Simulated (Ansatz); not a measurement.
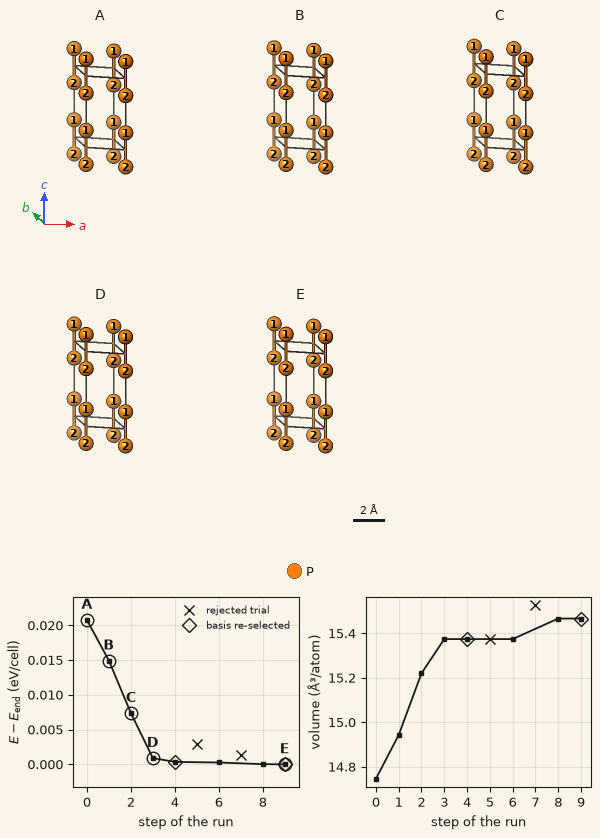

Frames of a relaxation of solid P (a generated structure, set up in P6/mmm) (coarse preliminary run), marked on the history of the run. A ball-and-stick model of the cell of the calculation, seen slightly off an axis.

Method: Ansatz, DFT PBE, scalar-relativistic, plane waves, PAW. (plane-wave cutoff 420 eV; k-point mesh 9 × 9 × 4; occupations gaussian; smearing width 0.1 eV; no spin polarisation; cell and atoms relaxed; force threshold 0.04 eV/Å; at most 70 steps)

> Describe the path.

The largest moves relative to the cell, 0.062 Å, are those of P1 and P2. P1 goes along −c. The volume changes by +4.9 %, with a = b 2.652 → 2.646 Å (−0.2 %), c 4.844 → 5.101 Å (+5.3 %). The space group stays P6/mmm (No. 191). After 5 accepted moves (9 points after the start) the energy has fallen by 20.8 meV per cell of the calculation. The largest force component goes from 0.097 to 0.0005 eV/Å. The pressure goes from 1.86 to −0.08 GPa. The line search rejected the trial steps at points 5, 7 of the run. The SCF was repeated twice at an unchanged geometry on a basis and grid sized afresh for the cell, which shifted the energy by 0.6 meV per cell of the calculation at most. From step 0 to 1: volume +1.3 %, energy −5.9 meV per cell of the calculation. From step 1 to 2: P atoms move most (0.02 Å), volume +1.9 %, energy −7.6 meV per cell of the calculation. From step 2 to 3: P atoms move most (0.03 Å), volume +1.0 %, energy −6.5 meV per cell of the calculation. From step 3 to 9: volume +0.6 %, energy −0.9 meV per cell of the calculation.
